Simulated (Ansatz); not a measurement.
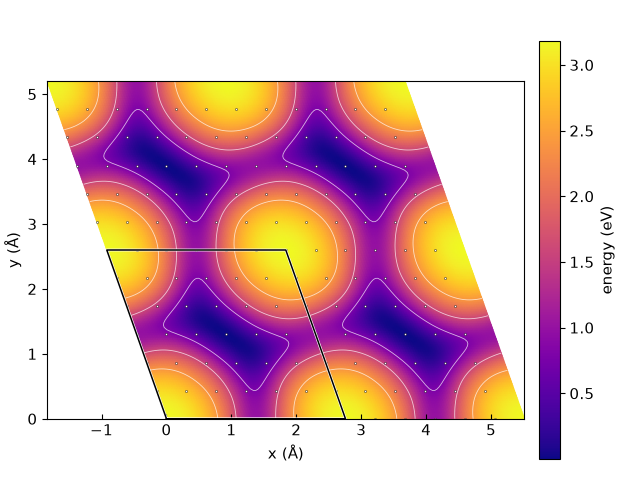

C on a W(110) slab cut from the Im-3m phase, its upper half relaxed before the scan (12 atoms of substrate and one adsorbate in a 2 × 2 cell). C is moved over the surface cell; relaxed at each place: the height of the adsorbate's atoms; substrate rigid; the origin of the map has the adsorbate above W9. Places are given modulo a cell vector. The map is drawn in real space over the plane of the surface. The scan uses a 6 × 6 grid; 13 points were computed and 23 follow by symmetry. Places are given in fractions of the 1 × 1 surface cell. Energies are in eV, from the lowest grid point. The calculation used Ansatz, DFT PBE, scalar-relativistic, plane waves, PAW. Settings: cutoff 420 eV, k-mesh 5×5×1, gaussian smearing 0.1 eV, no spin polarisation.

The picture shows a smooth colour map with a few white contour lines, dots at the grid points, the outline of one cell of the 2 × 2 shown. Between grid points the surface is interpolated.

The lowest grid point is at a bridge site between two W atoms, over a second-layer W atom, (3/6, 3/6) of the cell vectors. No other kind of well shows on this grid. The highest grid point, the top site over a surface W atom, (0/6, 0/6) of the cell vectors, lies 3.18 eV above the lowest. On the interpolated surface the easiest way out of the lowest well to its copy in the next cell or period passes a barrier of about 1 eV. At the lowest point the adsorbate has 2 W at 1.98 Å as nearest neighbours, at the highest 1 W at 1.87 Å. Its relaxed height above the top atom is 1.18 Å at the lowest and 1.87 Å at the highest point.

C is replaced by Si; all else is set up alike.

### What does this change do to the map?

The lowest place stays at a bridge site between two W atoms, over a second-layer W atom, (3/6, 3/6) of the cell vectors. The span from the lowest to the highest grid point shrinks from 3.18 to 1.66 eV. The easiest pass out of the lowest well goes from about 1 to about 0.77 eV on the interpolated surfaces. In the new map: at the lowest point the adsorbate has 2 W at 2.43 Å as nearest neighbours, at the highest 1 W at 2.35 Å. Its relaxed height above the top atom is 1.84 Å at the lowest and 2.35 Å at the highest point.

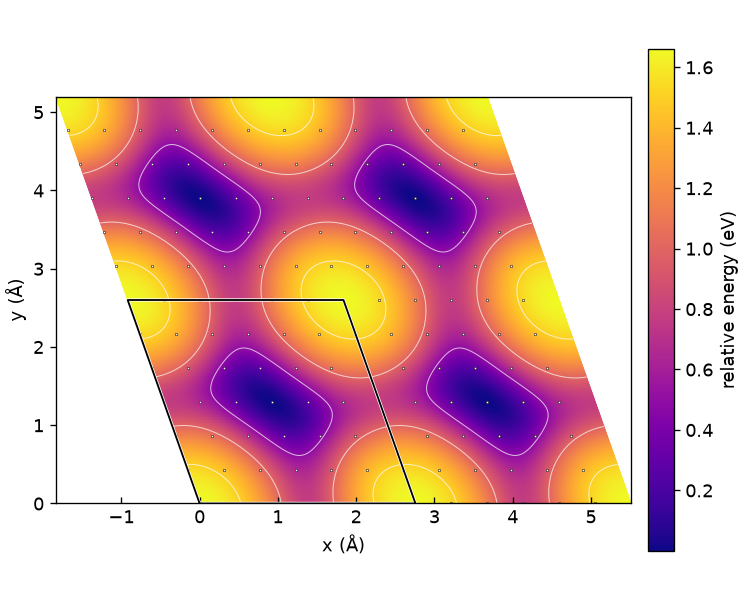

The map after the change, on a colour scale of its own. In the figure: a smooth colour map with a few white contour lines, dots at the grid points, the outline of one cell of the 2 × 2 shown. Between grid points the surface is interpolated.

PAW datasets: the set soft_1.
